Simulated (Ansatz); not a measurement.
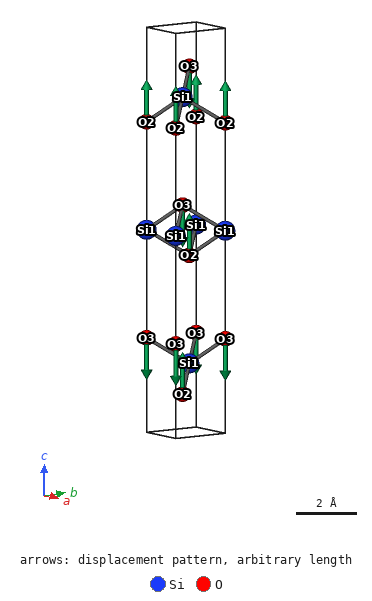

One vibrational mode of a crystal of SiO$_{2}$ (a generated structure) at the zone centre. The green arrows are the displacements of the atoms (eigenvector over the root of the mass), of arbitrary overall length and sign. A ball-and-stick model of the conventional cell (3 times the calculation's cell), seen from a free direction. Lengths and directions refer to the drawn axes.

Method: DFT PBE+D3(BJ), scalar-relativistic, plane waves, PAW (Ansatz 0.2.0).

Input file:
```yaml
crystal:
  lattice:
    - [1.3436810043, 0.7757745896, 4.5747345581]
    - [-1.3436810043, 0.7757745896, 4.5747345581]
    - [0.0, -1.5515491791, 4.5747345581]
  atoms:
    - { symbol: Si, position: [0.5, 0.5, 0.5] }
    - { symbol: O, position: [0.7666712729, 0.7666712729, 0.7666712729] }
    - { symbol: O, position: [0.2333287271, 0.2333287271, 0.2333287271] }
basis:
  ecutwfc: 420
kpoints:
  mp_grid: { grid: [12, 12, 12] }
hamiltonian:
  xc: pbe
  dispersion: d3bj
scf:
  occupations: { method: fixed }
output:
  eigenvalues: true
phonons:
  method: dfpt
  dielectric: true
  rigid_motions: translations
  eigenvectors: true
  qmesh: [3, 3, 3]
  temperatures: { t_max: 1000, t_step: 100 }
  qpath:
    path:
      - [[0.0, 0.0, 0.0], [0.5, 0.5, 0.5], [0.81416219, 0.18583781, 0.5]]
      - [[0.5, -0.18583781, 0.18583781], [0.5, 0.0, 0.0], [0.0, 0.0, 0.0], [0.34291891, -0.34291891, 0.0]]
      - [[0.65708109, 0.0, 0.34291891], [0.5, 0.0, 0.5], [0.0, 0.0, 0.0]]
    npoints: 8
```

Launched with:
```bash
ansatz run input.yaml --threads 1 --pin off --max-ram 2560MiB --backend cpu --events-out ev --progress --plain --runs-dir out
```

Frequencies are those without the non-analytic (LO–TO) term.

Question: What mode is this, and where does it lie in the spectrum?

Answer: This is the A₁g mode at 694 cm⁻¹, optical level 3 of 4, counted from below, Raman-active by symmetry. The Si atoms stay at rest; all motion is along c; atoms of one kind move against one another, with no net shift of their sublattice.
